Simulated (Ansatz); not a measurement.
# Single-point calculation, with input and output: Ni (part 2 of 2)

The same run, continued: Ni (4 atoms in the cell); DFT, PBE, PAW, plane waves, scalar-relativistic (Ansatz 0.2.0); cutoff 420 eV, 5×5×5 k-mesh, Gaussian smearing of 0.1 eV, non-collinear spins. The structure derives from an entry of the Crystallography Open Database. It belongs to a series of runs on one base structure; here: parallel moments along z.

Geometry of the input (Å; fractional positions):
```
3.5367  0.0000  0.0000
0.0000  3.5367  0.0000
0.0000  0.0000  3.5367
Ni 0.0000  0.0000  0.0000
Ni 0.0000  0.5000  0.5000
Ni 0.5000  0.0000  0.5000
Ni 0.5000  0.5000  0.0000
```

Output, continued
```
  k-point 1: bands = ["-85.8774", "-85.8440", "-85.8401", "-85.8401", "-84.9317", "-84.8972", "-84.8931", "-84.8931", "-46.3278", "-46.3278", "-46.3210", "-46.2331", "-46.2331", "-46.2223", "-46.2223", "-46.2145", "-46.2145", "-46.1639", "-46.1521", "-46.1521", "-45.4101", "-45.4101", "-45.4031", "-45.3115", "-45.3115", "-45.3003", "-45.3003", "-45.2922", "-45.2922", "-45.2397", "-45.2274", "-45.2274", "9.2761", "9.3079", "13.1803", "13.4431", "13.4431", "13.5017", "13.7644", "13.7836", "13.7836", "13.8388", "13.8388", "14.4897", "14.4930", "14.4930", "15.1630", "15.4826", "15.4826", "16.0154", "16.3591", "16.3591", "16.3690", "16.4042", "16.4042", "16.5961", "17.0116", "17.0170", "17.0170", "17.0257", "17.0257", "17.1609", "17.1825", "17.1825", "17.2532", "17.2675", "17.2675", "17.6843", "17.6843", "17.8418", "18.0019", "18.0019", "18.1490", "18.2668", "18.2668", "18.2726", "21.4431", "21.4431", "21.6170", "21.6170", "26.9376", "26.9376", "27.2021", "27.2021", "29.7403", "29.9169", "30.1375", "30.1375"]
  k-point 2: bands = ["-85.8671", "-85.8543", "-85.8400", "-85.8400", "-84.9210", "-84.9078", "-84.8931", "-84.8931", "-46.2986", "-46.2986", "-46.2734", "-46.2624", "-46.2624", "-46.2231", "-46.2231", "-46.2134", "-46.1952", "-46.1952", "-46.1714", "-46.1714", "-45.3797", "-45.3797", "-45.3536", "-45.3420", "-45.3420", "-45.3011", "-45.3011", "-45.2912", "-45.2722", "-45.2722", "-45.2474", "-45.2474", "10.7180", "10.7390", "12.5053", "12.5876", "13.9560", "13.9560", "14.1778", "14.3118", "14.3118", "14.3774", "14.3774", "14.7114", "14.9377", "15.0150", "15.0150", "15.2060", "15.2060", "15.5196", "15.8869", "15.8869", "15.9156", "15.9156", "16.0186", "16.1495", "16.4672", "16.4672", "16.5658", "16.5658", "16.5927", "16.6176", "16.7678", "16.7830", "16.7830", "16.9835", "17.1985", "17.1985", "17.2681", "17.2681", "17.3990", "17.3990", "17.4320", "17.6567", "18.2674", "18.2674", "23.9264", "23.9264", "24.1510", "24.1510", "26.8982", "26.8982", "27.0934", "27.0934", "27.4000", "27.4000", "27.6109", "27.6109"]
  k-point 9: bands = ["-85.8533", "-85.8493", "-85.8493", "-85.8493", "-84.9067", "-84.9027", "-84.9027", "-84.9027", "-46.3414", "-46.3414", "-46.3414", "-46.3303", "-46.1865", "-46.1865", "-46.1865", "-46.1791", "-46.1791", "-46.1791", "-46.1718", "-46.1718", "-45.4246", "-45.4246", "-45.4246", "-45.4130", "-45.2630", "-45.2630", "-45.2630", "-45.2553", "-45.2553", "-45.2553", "-45.2477", "-45.2477", "12.7610", "13.1098", "13.1614", "13.1614", "13.1614", "13.6598", "13.6598", "13.6598", "15.2298", "15.2298", "15.2298", "15.4306", "15.4306", "15.5298", "15.5298", "15.5298", "15.8356", "15.8356", "15.8356", "16.0180", "16.0180", "16.0180", "16.1435", "16.1435", "16.2226", "16.2355", "16.2355", "16.2355", "16.4624", "16.5277", "16.5277", "16.5277", "17.0250", "17.0250", "17.1648", "17.1648", "17.1648", "17.8709", "17.8709", "18.0318", "18.0318", "18.0318", "18.6530", "18.6530", "18.6530", "19.0712", "19.0712", "19.0712", "23.6519", "23.6519", "23.6519", "24.0995", "24.0995", "24.0995", "25.3980", "25.7461"]
```

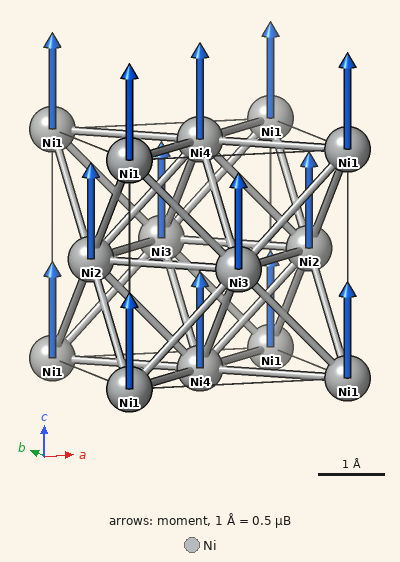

Fig. 1: Magnetic moments of the sites as blue arrows (ball-and-stick view of the cell of the calculation, seen slightly off an axis; atoms are numbered from 1 in the order of the input); small moments hardly show. Site moments: all 4 Ni atoms (0.76 μB). They are counted near the atoms and needn't add up to the moment of the cell.

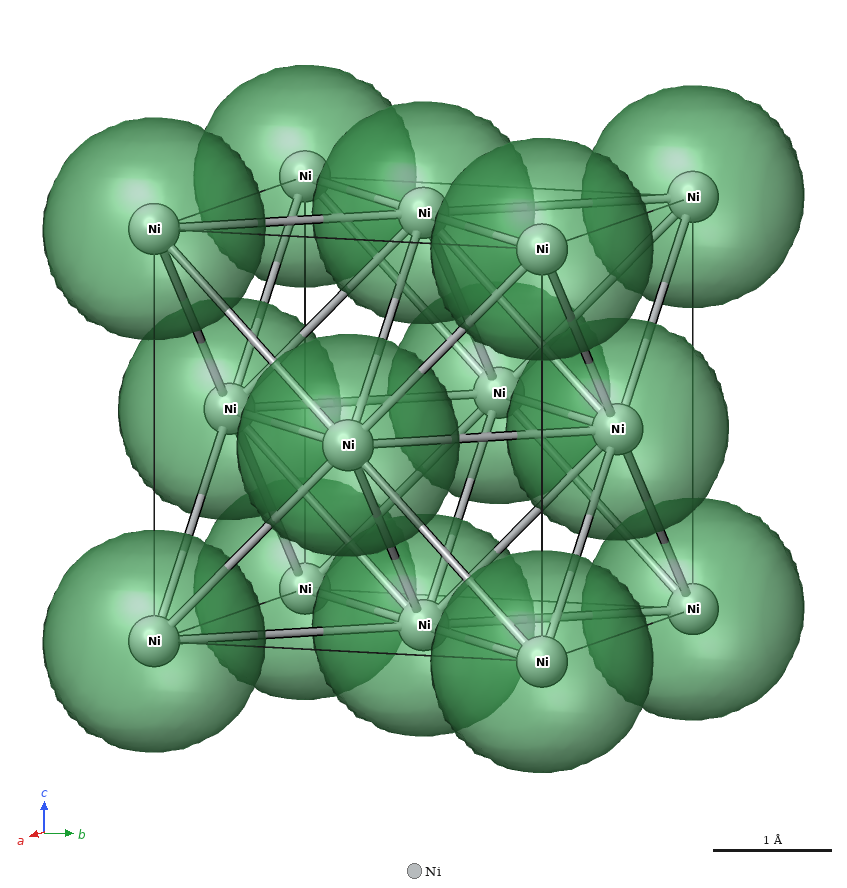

Fig. 2: Isosurface of the valence charge density (pseudo) at 0.5 e/Å³ (green), seen slightly off an axis. Sticks mark near contacts. The outline is the calculation cell. At this value the density breaks into separate islands; it holds about 85 % of the electrons treated as valence (semicore included). It is pinched off along the Ni–Ni (2.50 Å) contacts. On the grid the lowest density along these lines, outside the cores, is 0.31 e/Å³ (Ni–Ni, 2.50 Å). In a PAW calculation such maps are meaningful between the atoms, not at the nuclei.

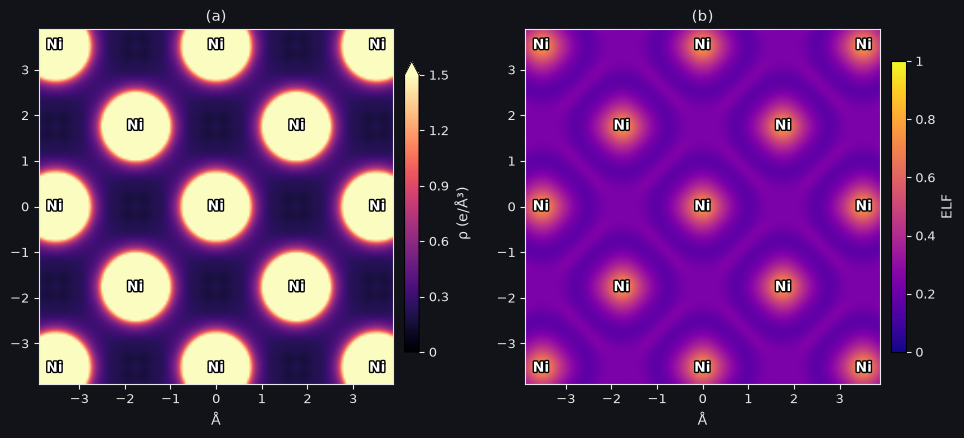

Fig. 3: (a) valence charge density (pseudo); (b) ELF on the (010) plane of the calculation cell. The section cuts through Ni sites. Ni–Ni (2.50 Å): the density is about 0.31 e/Å³ at the midpoint; the ELF is about 0.25 at the midpoint; no shared electron pair. Away from the nuclei the density in this plane falls to 0.17 e/Å³ at its lowest. The strong features right at Ni lie inside the PAW spheres (semicore, d or f shells) and say nothing about bonding.

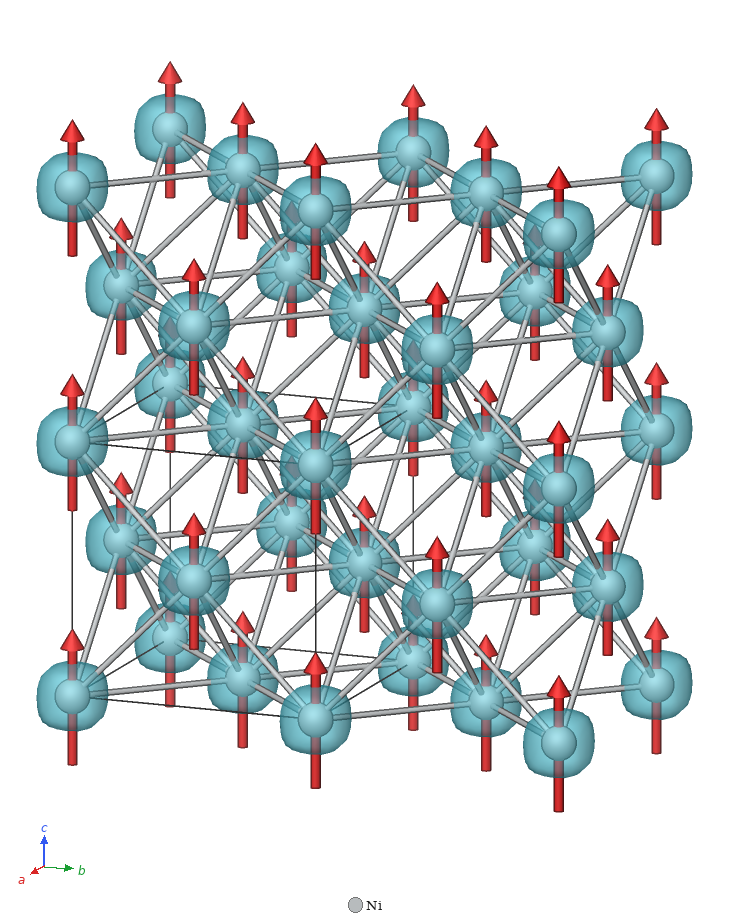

Fig. 4: Isosurface of the size of the magnetisation density at 0.4 e/Å³ (cyan), with the spin moments of the magnetic sites as arrows; seen slightly off an axis. The outline is the calculation cell. Spin moments: Ni 0.8 μB.

Results in brief

| quantity | value |
| --- | --- |
| outcome | converged |
| space group (tolerance 0.01 Å) | Fm-3m (225) |
| electrons treated | 72 |
| free energy | −23358.9286 eV |
| Fermi energy | 17.866 eV |
| net moment of the cell | 2.86 μB |
| integrated absolute moment | 3.24 μB |
| pressure | −2.45 GPa |
| largest force (length of the vector) | under 0.001 eV/Å |
| wall time | 6.3 s (CPU time 24 s) |
| peak memory | 0.45 GiB |
